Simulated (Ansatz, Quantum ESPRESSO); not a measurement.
# Band offsets of the CdS/CuI(110) superlattice, 5 + 5 layers, a = 5.89 Å, part 3 of 7

How do the band edges meet in the CdS/CuI(110) superlattice, 5 + 5 layers, a = 5.89 Å?

Quantum ESPRESSO 7.5; plane-wave DFT, LDA, GBRV ultrasoft pseudopotentials; cross-check by Ansatz 0.2.0 with PAW datasets.

So far. Step 3 (SCF with pw.x of bulk CdS): The run needed 8 iterations to bring the estimated error under 1e-07 Ry.

## 7. Self-consistent run of bulk CuI

System of this step: CuI, zinc blende at a = 5.89 Å. The structure is cubic, space group F-43m (No. 216). The conventional cell has a = 5.890 Å, b = 5.890 Å, c = 5.890 Å, α = 90.00°, β = 90.00°, γ = 90.00°. Nearest to Cu lie 4 I at 2.55 Å. I has 4 Cu at 2.55 Å nearest. Farther neighbours and most contacts between anions are not listed.

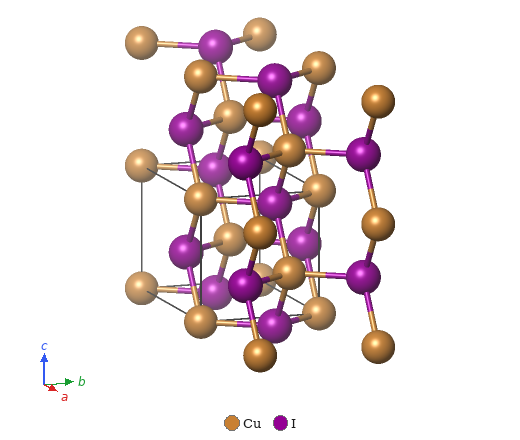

The cell of this step (copper orange, iodine purple). 2×1×2 cells are drawn. Some periodic images of atoms are drawn too.

b.in

```
&control
  prefix = 'b'
  outdir = './out'
  pseudo_dir = './pseudo'
  calculation = 'scf'
  tprnfor = .true.
/
&system
  ibrav = 0
  nat = 4
  ntyp = 2
  ecutwfc = 40
  ecutrho = 200
  occupations = 'smearing'
  smearing = 'fd'
  degauss = 0.002
/
&electrons
  conv_thr = 1e-07
  mixing_beta = 0.5
  electron_maxstep = 120
/
ATOMIC_SPECIES
  Cu  63.5460  cu_lda_v1.2.uspp.F.UPF
  I   126.9045  i_lda_v1.uspp.F.UPF
CELL_PARAMETERS angstrom
  5.89000000000000 0.00000000000000 0.00000000000000
  0.00000000000000 4.16485894118876 0.00000000000000
  0.00000000000000 0.00000000000000 4.16485894118876
ATOMIC_POSITIONS crystal
  Cu  0.000000000000 0.000000000000 0.000000000000
  I   0.250000000000 0.500000000000 0.000000000000
  Cu  0.500000000000 0.500000000000 0.500000000000
  I   0.750000000000 0.000000000000 0.500000000000
K_POINTS automatic
  6 8 8 0 0 0
```

Command:

```
$ OMP_NUM_THREADS=1 mpirun -n 4 pw.x -nk 4 -in b.in > b.out
```

The program printed:

```text
[banner, memory and clock lines left out]
Program PWSCF v.7.5 starts

          URL

     Found identity + ( -0.5000 -0.5000 -0.5000) symmetry
     This is a supercell, fractional translations are disabled
     Message from routine setup:
     using ibrav=0 with symmetry is DISCOURAGED, use correct ibrav instead

     G-vector sticks info

     bravais-lattice index     =            0
     lattice parameter (alat)  =      11.1305  a.u.
     unit-cell volume          =     689.4654 (a.u.)^3
     number of atoms/cell      =            4
     number of atomic types    =            2
     number of electrons       =        52.00
     number of Kohn-Sham states=           31
     kinetic-energy cutoff     =      40.0000  Ry
     charge density cutoff     =     200.0000  Ry
     scf convergence threshold =      1.0E-07
     mixing beta               =       0.5000
     number of iterations used =            8  plain     mixing
     Exchange-correlation= SLA  PZ   NOGX NOGC
                           (   1   1   0   0   0   0   0)

     celldm(1)=  11.130487  celldm(2)=   0.000000  celldm(3)=   0.000000
     celldm(4)=   0.000000  celldm(5)=   0.000000  celldm(6)=   0.000000

     crystal axes: (cart. coord. in units of alat)
               a(1) = (   1.000000   0.000000   0.000000 )
               a(2) = (   0.000000   0.707107   0.000000 )
               a(3) = (   0.000000   0.000000   0.707107 )

     reciprocal axes: (cart. coord. in units 2 pi/alat)
               b(1) = (  1.000000  0.000000  0.000000 )
               b(2) = (  0.000000  1.414214  0.000000 )
               b(3) = (  0.000000  0.000000  1.414214 )

     PseudoPot. # 1 for Cu read from file:
     ./pseudo/cu_lda_v1.2.uspp.F.UPF
     Pseudo is Ultrasoft + core correction, Zval = 19.0
     Generated by new atomic code, or converted to UPF format
     Using radial grid of  867 points,  6 beta functions with:
                l(1) =   0
                l(2) =   0
                l(3) =   1
                l(4) =   1
                l(5) =   2
                l(6) =   2
     Q(r) pseudized with  8 coefficients,  rinner =    1.150   1.150   1.150
                                                       1.150   1.150

     PseudoPot. # 2 for I  read from file:
     ./pseudo/i_lda_v1.uspp.F.UPF
     Pseudo is Ultrasoft + core correction, Zval =  7.0
     Generated by new atomic code, or converted to UPF format
     Using radial grid of  893 points,  6 beta functions with:
                l(1) =   0
                l(2) =   0
                l(3) =   1
                l(4) =   1
                l(5) =   2
                l(6) =   2
     Q(r) pseudized with  8 coefficients,  rinner =    1.500   1.500   1.500
                                                       1.500   1.500

     atomic species   valence    mass     pseudopotential
     Cu               19.00    63.54600     Cu( 1.00)
     I                 7.00   126.90450     I ( 1.00)

      8 Sym. Ops. (no inversion) found

   Cartesian axes

     site n.     atom                  positions (alat units)
         1        Cu     tau(   1) = (   0.0000000   0.0000000   0.0000000  )
         2        I      tau(   2) = (   0.2500000   0.3535534   0.0000000  )
         3        Cu     tau(   3) = (   0.5000000   0.3535534   0.3535534  )
         4        I      tau(   4) = (   0.7500000   0.0000000   0.3535534  )

     number of k points=    60  Fermi-Dirac smearing, width (Ry)=  0.0020
                       cart. coord. in units 2pi/alat
        k(    1) = (   0.0000000   0.0000000   0.0000000), wk =   0.0052083
        k(    2) = (   0.0000000   0.0000000   0.1767767), wk =   0.0208333
        k(    3) = (   0.0000000   0.0000000   0.3535534), wk =   0.0208333
        k(    4) = (   0.0000000   0.0000000   0.5303301), wk =   0.0208333
        k(    5) = (   0.0000000   0.0000000  -0.7071068), wk =   0.0104167
        k(    6) = (   0.0000000   0.1767767   0.1767767), wk =   0.0208333
        k(    7) = (   0.0000000   0.1767767   0.3535534), wk =   0.0416667
        k(    8) = (   0.0000000   0.1767767   0.5303301), wk =   0.0416667
        k(    9) = (   0.0000000   0.1767767  -0.7071068), wk =   0.0208333
        k(   10) = (   0.0000000   0.3535534   0.3535534), wk =   0.0208333
        k(   11) = (   0.0000000   0.3535534   0.5303301), wk =   0.0416667
        k(   12) = (   0.0000000   0.3535534  -0.7071068), wk =   0.0208333
        k(   13) = (   0.0000000   0.5303301   0.5303301), wk =   0.0208333
        k(   14) = (   0.0000000   0.5303301  -0.7071068), wk =   0.0208333
        k(   15) = (   0.0000000  -0.7071068  -0.7071068), wk =   0.0052083
        k(   16) = (   0.1666667   0.0000000   0.0000000), wk =   0.0104167
        k(   17) = (   0.1666667   0.0000000   0.1767767), wk =   0.0416667
        k(   18) = (   0.1666667   0.0000000   0.3535534), wk =   0.0416667
        k(   19) = (   0.1666667   0.0000000   0.5303301), wk =   0.0416667
        k(   20) = (   0.1666667   0.0000000  -0.7071068), wk =   0.0208333
        k(   21) = (   0.1666667   0.1767767   0.1767767), wk =   0.0416667
        k(   22) = (   0.1666667   0.1767767   0.3535534), wk =   0.0833333
        k(   23) = (   0.1666667   0.1767767   0.5303301), wk =   0.0833333
        k(   24) = (   0.1666667   0.1767767  -0.7071068), wk =   0.0416667
        k(   25) = (   0.1666667   0.3535534   0.3535534), wk =   0.0416667
        k(   26) = (   0.1666667   0.3535534   0.5303301), wk =   0.0833333
        k(   27) = (   0.1666667   0.3535534  -0.7071068), wk =   0.0416667
        k(   28) = (   0.1666667   0.5303301   0.5303301), wk =   0.0416667
        k(   29) = (   0.1666667   0.5303301  -0.7071068), wk =   0.0416667
        k(   30) = (   0.1666667  -0.7071068  -0.7071068), wk =   0.0104167
        k(   31) = (   0.3333333   0.0000000   0.0000000), wk =   0.0104167
        k(   32) = (   0.3333333   0.0000000   0.1767767), wk =   0.0416667
        k(   33) = (   0.3333333   0.0000000   0.3535534), wk =   0.0416667
        k(   34) = (   0.3333333   0.0000000   0.5303301), wk =   0.0416667
        k(   35) = (   0.3333333   0.0000000  -0.7071068), wk =   0.0208333
        k(   36) = (   0.3333333   0.1767767   0.1767767), wk =   0.0416667
        k(   37) = (   0.3333333   0.1767767   0.3535534), wk =   0.0833333
        k(   38) = (   0.3333333   0.1767767   0.5303301), wk =   0.0833333
        k(   39) = (   0.3333333   0.1767767  -0.7071068), wk =   0.0416667
        k(   40) = (   0.3333333   0.3535534   0.3535534), wk =   0.0416667
        k(   41) = (   0.3333333   0.3535534   0.5303301), wk =   0.0833333
[...]
6.0568   6.2073  10.5662  10.8457  11.8748  12.5135  12.8235

          k = 0.3333 0.3536-0.7071 (  2954 PWs)   bands (ev):

  -103.6973-103.6972 -61.5721 -61.5720 -61.5719 -61.5718 -61.5718 -61.5717
    -6.4244  -6.4244   1.4924   1.4924   2.7348   2.7348   3.2718   3.2719
     4.9430   4.9430   5.0592   5.0592   5.1572   5.1572   5.7229   5.7230
     5.9917   5.9917  10.5295  10.5295  12.1758  12.1758  13.6615

          k = 0.3333 0.5303 0.5303 (  2959 PWs)   bands (ev):

  -103.6973-103.6972 -61.5721 -61.5720 -61.5719 -61.5718 -61.5718 -61.5717
    -6.4143  -6.3346   1.6078   1.6501   2.3384   2.7053   3.2184   3.2715
     4.8696   4.9547   5.0169   5.0369   5.2363   5.2611   5.4070   5.4649
     5.8615   5.9152  10.4344  11.2405  11.4071  12.4495  12.9437

          k = 0.3333 0.5303-0.7071 (  2946 PWs)   bands (ev):

  -103.6973-103.6972 -61.5721 -61.5720 -61.5719 -61.5718 -61.5718 -61.5717
    -6.3364  -6.3364   1.5556   1.5556   2.5658   2.5658   3.2097   3.2097
     4.9098   4.9099   5.0355   5.0355   5.1611   5.1611   5.4366   5.4366
     5.7705   5.7705  10.7016  10.7016  11.8438  11.8438  13.7752

          k = 0.3333-0.7071-0.7071 (  2976 PWs)   bands (ev):

  -103.6973-103.6972 -61.5721 -61.5721 -61.5719 -61.5718 -61.5718 -61.5718
    -6.2987  -6.2987   1.5236   1.5236   2.6070   2.6070   3.1422   3.1422
     4.9516   4.9516   4.9750   4.9750   5.1229   5.1230   5.3544   5.3544
     5.6883   5.6883  11.0255  11.0255  11.2970  11.2971  14.5458

          k =-0.5000 0.0000 0.0000 (  2950 PWs)   bands (ev):

  -103.6973-103.6972 -61.5719 -61.5718 -61.5718 -61.5718 -61.5717 -61.5717
    -6.8022  -6.8022   2.1635   2.1635   3.2284   3.2284   3.2284   3.2284
     4.9078   4.9079   5.0768   5.0768   5.9746   5.9747   6.2252   6.2252
     6.2253   6.2253  10.3964  10.3964  10.7243  10.7243  14.2377

          k =-0.5000 0.0000 0.1768 (  2936 PWs)   bands (ev):

  -103.6973-103.6972 -61.5719 -61.5719 -61.5718 -61.5718 -61.5717 -61.5717
    -6.7659  -6.7659   2.0578   2.0578   3.1815   3.1816   3.2398   3.2399
     4.9286   4.9286   5.0729   5.0729   5.7088   5.7088   6.2566   6.2567
     6.3161   6.3162  10.5190  10.5190  11.1351  11.1351  13.2774

          k =-0.5000 0.0000 0.3536 (  2952 PWs)   bands (ev):

  -103.6973-103.6972 -61.5720 -61.5720 -61.5718 -61.5718 -61.5717 -61.5717
    -6.6752  -6.6752   1.7198   1.7198   3.1754   3.1754   3.2672   3.2672
     4.9775   4.9775   5.0652   5.0653   5.3734   5.3734   6.3351   6.3352
     6.3882   6.3882  10.1774  10.1775  12.1049  12.1049  13.3888

          k =-0.5000 0.0000 0.5303 (  2924 PWs)   bands (ev):

  -103.6973-103.6972 -61.5720 -61.5720 -61.5718 -61.5718 -61.5717 -61.5717
    -6.5793  -6.5793   1.3326   1.3326   3.2568   3.2568   3.2940   3.2940
     5.0296   5.0297   5.0601   5.0601   5.1758   5.1759   6.4182   6.4183
     6.4353   6.4353   9.6535   9.6535  12.4733  12.4733  12.8687

          k =-0.5000 0.0000-0.7071 (  2952 PWs)   bands (ev):

  -103.6973-103.6972 -61.5721 -61.5720 -61.5718 -61.5718 -61.5717 -61.5717
    -6.5379  -6.5379   1.1691   1.1691   3.3049   3.3049   3.3049   3.3049
     5.0586   5.0586   5.0586   5.0587   5.1082   5.1082   6.4543   6.4543
     6.4544   6.4544   9.4164   9.4164  12.6673  12.6673  12.6673

          k =-0.5000 0.1768 0.1768 (  2940 PWs)   bands (ev):

  -103.6973-103.6972 -61.5720 -61.5719 -61.5719 -61.5718 -61.5717 -61.5717
    -6.7301  -6.7301   2.0051   2.0051   3.0553   3.0553   3.2844   3.2845
     4.9422   4.9422   5.0693   5.0694   5.6488   5.6488   5.9449   5.9450
     6.5269   6.5269  10.8842  10.8842  11.2952  11.2952  12.8198

          k =-0.5000 0.1768 0.3536 (  2946 PWs)   bands (ev):

  -103.6973-103.6972 -61.5720 -61.5720 -61.5719 -61.5718 -61.5717 -61.5717
    -6.6403  -6.6403   1.7575   1.7575   2.9713   2.9713   3.3134   3.3134
     4.9752   4.9753   5.0586   5.0587   5.3838   5.3838   5.9163   5.9163
     6.5687   6.5688  10.5737  10.5737  12.1982  12.1982  12.9457

          k =-0.5000 0.1768 0.5303 (  2942 PWs)   bands (ev):

  -103.6973-103.6972 -61.5720 -61.5720 -61.5718 -61.5718 -61.5717 -61.5717
    -6.5455  -6.5455   1.4073   1.4073   3.0543   3.0543   3.3165   3.3165
     5.0175   5.0176   5.0374   5.0374   5.1976   5.1976   6.0305   6.0305
     6.4688   6.4688  10.1305  10.1305  12.3073  12.3073  13.0095

          k =-0.5000 0.1768-0.7071 (  2956 PWs)   bands (ev):

  -103.6973-103.6972 -61.5721 -61.5720 -61.5718 -61.5718 -61.5717 -61.5717
    -6.5047  -6.5047   1.2512   1.2512   3.1281   3.1281   3.3014   3.3014
     5.0194   5.0195   5.0524   5.0524   5.1320   5.1320   6.1470   6.1470
     6.3438   6.3438   9.9618   9.9618  12.2377  12.2377  13.0071

          k =-0.5000 0.3536 0.3536 (  2956 PWs)   bands (ev):

  -103.6973-103.6972 -61.5720 -61.5720 -61.5719 -61.5718 -61.5717 -61.5717
    -6.5531  -6.5531   1.7755   1.7755   2.6646   2.6646   3.3285   3.3285
     4.9772   4.9773   5.0256   5.0256   5.3848   5.3848   5.5929   5.5929
     6.4823   6.4823  10.8376  10.8376  12.5512  12.5512  13.1979

          k =-0.5000 0.3536 0.5303 (  2954 PWs)   bands (ev):

  -103.6973-103.6972 -61.5720 -61.5720 -61.5719 -61.5718 -61.5718 -61.5717
    -6.4613  -6.4613   1.5945   1.5945   2.6346   2.6346   3.3035   3.3035
     4.9718   4.9719   5.0037   5.0038   5.2561   5.2561   5.6142   5.6143
     6.2380   6.2380  10.8345  10.8345  12.1731  12.1731  13.4564

          k =-0.5000 0.3536-0.7071 (  2952 PWs)   bands (ev):

  -103.6973-103.6972 -61.5721 -61.5720 -61.5719 -61.5718 -61.5718 -61.5717
    -6.4218  -6.4218   1.4692   1.4692   2.7054   2.7054   3.2735   3.2735
     4.9474   4.9474   5.0384   5.0385   5.1718   5.1718   5.6979   5.6980
     6.0719   6.0719  10.9125  10.9125  11.8293  11.8293  13.6561

          k =-0.5000 0.5303 0.5303 (  2960 PWs)   bands (ev):

  -103.6973-103.6972 -61.5720 -61.5720 -61.5719 -61.5718 -61.5718 -61.5717
    -6.3728  -6.3728   1.7252   1.7253   2.3489   2.3489   3.2433   3.2433
     4.9195   4.9195   5.0001   5.0002   5.2999   5.2999   5.3601   5.3601
     5.9526   5.9526  11.2409  11.2409  12.3951  12.3951  12.9620

          k =-0.5000 0.5303-0.7071 (  2944 PWs)   bands (ev):

  -103.6973-103.6972 -61.5721 -61.5720 -61.5719 -61.5718 -61.5718 -61.5717
    -6.3347  -6.3347   1.6960   1.6960   2.3543   2.3543   3.1895   3.1895
     4.9052   4.9052   5.0166   5.0166   5.1828   5.1828   5.3884   5.3885
     5.8232   5.8232  11.5863  11.5863  11.9918  11.9918  13.2301

          k =-0.5000-0.7071-0.7071 (  2960 PWs)   bands (ev):

  -103.6973-103.6972 -61.5721 -61.5721 -61.5719 -61.5719 -61.5719 -61.5717
    -6.2974  -6.2974   1.7434   1.7434   2.3030   2.3030   3.1159   3.1159
     4.9427   4.9427   4.9561   4.9561   5.1236   5.1237   5.3280   5.3280
     5.7323   5.7324  11.9029  11.9029  12.0943  12.0943  13.3612

     the Fermi energy is     7.9979 ev

!    total energy              =    -936.51519190 Ry
     estimated scf accuracy    <       0.00000004 Ry
     smearing contrib. (-TS)   =      -0.00000000 Ry
     internal energy E=F+TS    =    -936.51519190 Ry

     The total energy is F=E-TS. E is the sum of the following terms:
     one-electron contribution =    -816.08396307 Ry
     hartree contribution      =     427.30045660 Ry
     xc contribution           =    -171.62802667 Ry
     ewald contribution        =    -376.10365876 Ry

     convergence has been achieved in  18 iterations

     Forces acting on atoms (cartesian axes, Ry/au):

     atom    1 type  1   force =     0.00000000    0.00000000    0.00000000
     atom    2 type  2   force =     0.00000023    0.00000000    0.00000000
     atom    3 type  1   force =     0.00000000    0.00000000    0.00000000
     atom    4 type  2   force =    -0.00000023    0.00000000    0.00000000

     Total force =     0.000000     Total SCF correction =     0.000011
     SCF correction compared to forces is large: reduce conv_thr to get better values

     XML data file, charge density, pseudopotentials, collected wavefunctions

                                        0.00s GPU  (    1167 calls)
```

Elapsed: 37 s, on 4 MPI ranks of Arm Neoverse V1, shared host; peak memory 0.44 GiB.

This step gave:

- free energy: -12741.9383 eV
- Fermi energy: 7.998 eV

(Part 3 of 7 ends here.)

[Logs are printed without paths, hosts, clocks, repeated set-up lines and the standing remarks that a program may print on its own settings, such as how far it seeks lower states.]

[Hosts, paths, dates, database ids (printed as entryN), source tags and the programs' standing remarks are cut or masked in the printed files.]

[Maps of the electrostatic potential energy from Ansatz leave out the sawtooth potential of an applied field or a dipole correction, so their vacuum need not be flat; planar profiles and work functions include it.]
